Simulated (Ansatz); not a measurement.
Consider this structure.

```
CELL_PARAMETERS angstrom
3.96218 0.00000 -0.00758
0.00542 2.80169 -2.86170
-0.00542 2.80169 2.86170
ATOMIC_POSITIONS crystal
Al 0.50000 0.50000 0.00000
Al 0.00000 0.50000 0.50000
Al 0.00000 0.00000 0.00000
Al 0.50000 0.00000 0.50000
```

Before looking at a picture, describe the arrangement of atoms.

Answer. The element is aluminium. Strictly the space group is Immm (No. 71, within 0.01 Å). It is a distorted form of a face-centred cubic structure, space group Fm-3m (No. 225) within 0.25 Å: face-centred cubic (Cu type). The cell holds four atoms. About every Al there are twelve Al in a cuboctahedral arrangement at 2.80 to 2.86 Å. The bonds build a three-dimensional framework.

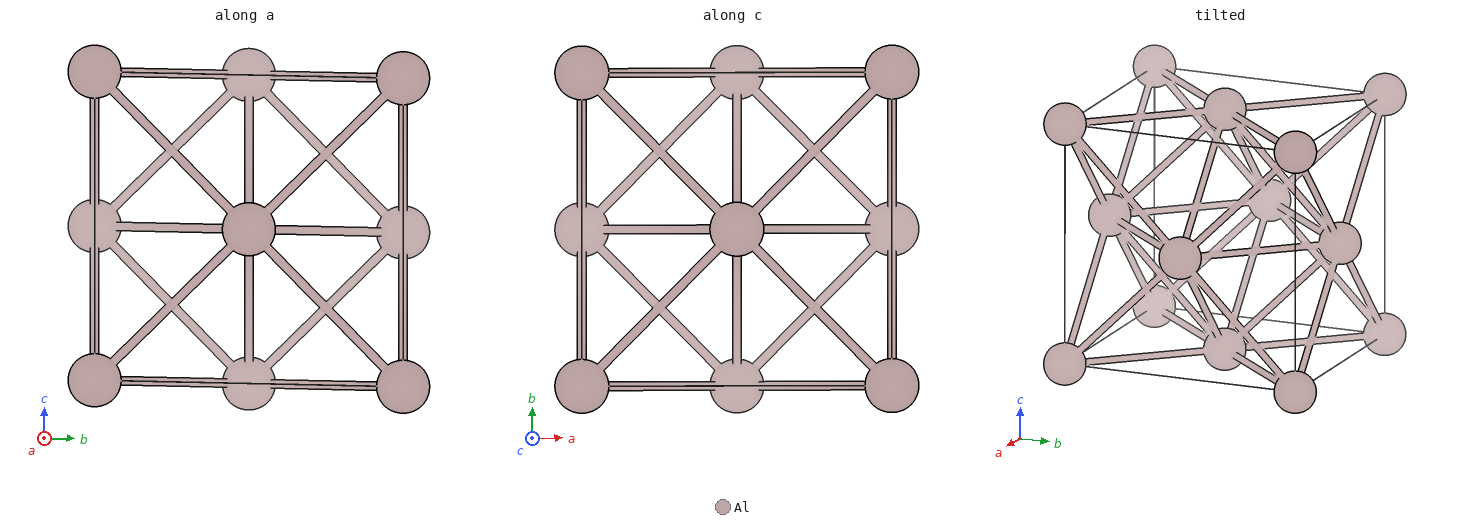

The image is a ball-and-stick drawing of a crystal, viewed along the a axis, along the c axis and slightly off an axis. One drawn cell (a repeat of the simulation cell) is outlined, and atoms on its boundary appear in each equivalent place.

Source of the structure: a structure listed in the Materials Project. It was relaxed with Ansatz, DFT LDA, scalar-relativistic, plane waves, PAW under a constraint or pressure on the cell, so some stress remains.
